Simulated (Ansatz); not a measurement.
The Ansatz input:

```
crystal:
  lattice:
    - [1.872598, 3.243434, 0.0]
    - [-1.872598, 3.243434, 0.0]
    - [0.0, 0.0, 5.326059]
  atoms:
    - { symbol: Pt, position: [0.0, 0.0, 0.0] }
    - { symbol: Se, position: [0.3333, 0.3334, 0.227] }
    - { symbol: Se, position: [0.6667, 0.6666, 0.773] }
  symmetry: { tolerance: 0.0003 }
kpoints:
  mp_grid: { grid: [8, 8, 5], shift: [0, 0, 0] }
  band_path:
    path:
      - [0.0, 0.0, 0.0]
      - [0.49999997, 0.50000001, 0.0]
      - [0.33333332, 0.6666667, 0.0]
      - [0.0, 0.0, 0.0]
      - [0.0, 0.0, 0.5]
      - [0.49999997, 0.50000001, 0.5]
      - [0.33333332, 0.6666667, 0.5]
      - [0.0, 0.0, 0.5]
      - [0.49999997, 0.50000001, 0.5]
      - [0.49999997, 0.50000001, 0.0]
      - [0.33333332, 0.6666667, 0.5]
    npoints: 6
magnetization:
  noncollinear: true
  spin_orbit: true
scf:
  occupations: { method: methfessel_paxton, width: 0.0603 }
  lower_state_search: "off"
  max_iter: 200
hamiltonian:
  pseudopotentials: { kind: paw_fr }
  xc: pbe
basis:
  ecutwfc: 420
  fft_grid_basis: typed
output:
  forces: true
  stress: true
  eigenvalues: true
  bader: true
  populations: true
  elf: true
  write_potential: true
  volumetric_format: npy
  dos:
    e_range: [-12, 8]
    de: 0.05
    projected: { site_lists: { Pt: [Pt], Se: [Se] } }
    method: { smearing: { sigma: 0.1, scheme: gaussian } }
  write_density: true
checkpoint:
  read: saved_state
```

Command:
```bash
ansatz run input.yaml --threads 2 --pin off --max-ram 5120MiB --backend cpu --events-out ev --progress --plain --runs-dir out
```

What does the calculation give for the electronic structure? The path is Γ–M–K–Γ–A–L–H–A–L–M–H.

The material is gapped. The gap along this path is 0.29 eV and indirect, from the valence-band top between K and Γ to the conduction-band bottom at K; the smallest direct gap is 1.16 eV, between Γ and M. Points of the k mesh off the path narrow it to 0.20 eV. The direct gaps are 1.85 eV at Γ, 3.39 eV at A and 2.98 eV at L.

The structure was built from a prototype or by substitution, so it need not be a known phase. The atoms aren't at rest in this cell (largest force 1.2 eV/Å), so the relaxed material can differ. The cell is at 8 GPa in this functional.

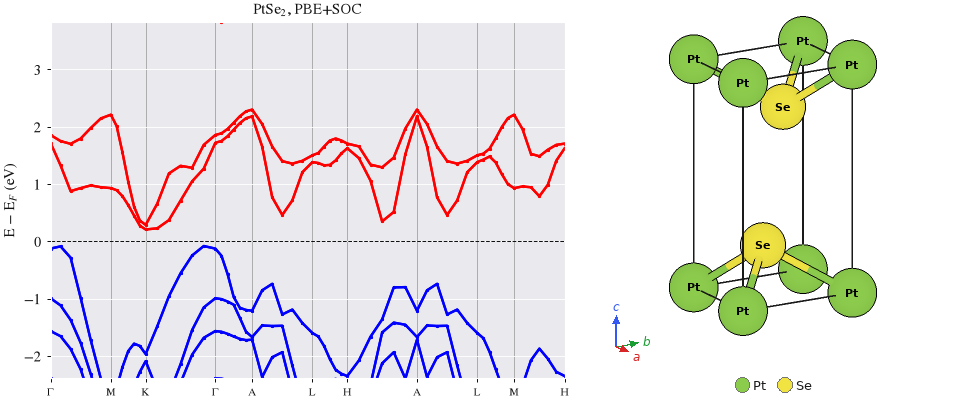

Band structure, beside the structure. Energies are counted from the Fermi level. The path runs straight from each named point to the next. The path has few k points, so lines between them are rough.
